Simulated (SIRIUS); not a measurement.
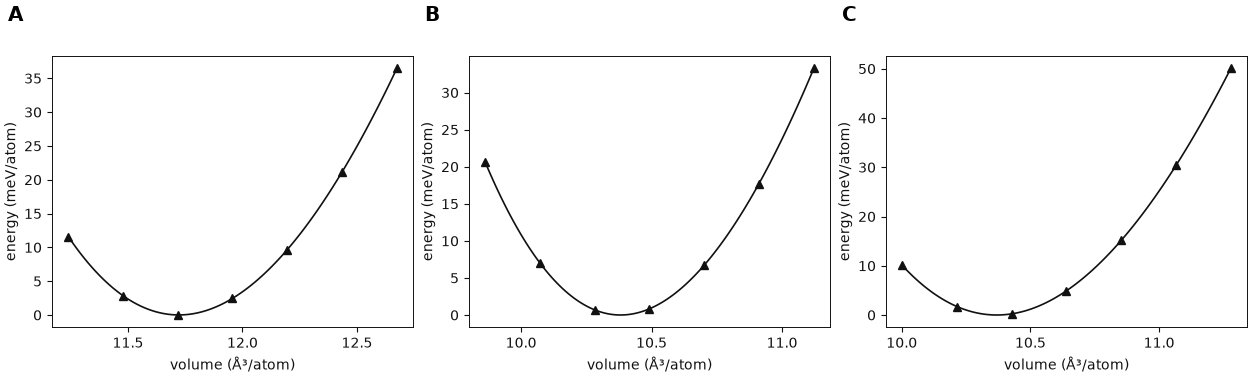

Each panel shows the energy against volume for one of these solids: AlNi, Pm-3m (No. 221); Co, P6_3/mmc (No. 194); Ni, Fm-3m (No. 225).

How it was computed, with SIRIUS 7.12.0: plane-wave DFT, collinear spins; energies at scaled volumes of the given cell, shape and fractions fixed, counted from the fit's minimum, third-order Birch-Murnaghan fit. Level: PBEsol, collinear spin.

### Match the panels to the solids.

A is AlNi (energy from 0.00 meV/atom to 36.45 meV/atom, V0 11.72 Å³/atom, B0 173 GPa); B is Ni (energy from 0.69 meV/atom to 33.25 meV/atom, V0 10.38 Å³/atom, B0 231 GPa); C is Co (energy from 0.24 meV/atom to 50.06 meV/atom, V0 10.37 Å³/atom, B0 233 GPa).

For Co, limits of the calculation: shape and atomic fractions are frozen while scaling, which makes layered, chain and framework solids too stiff.
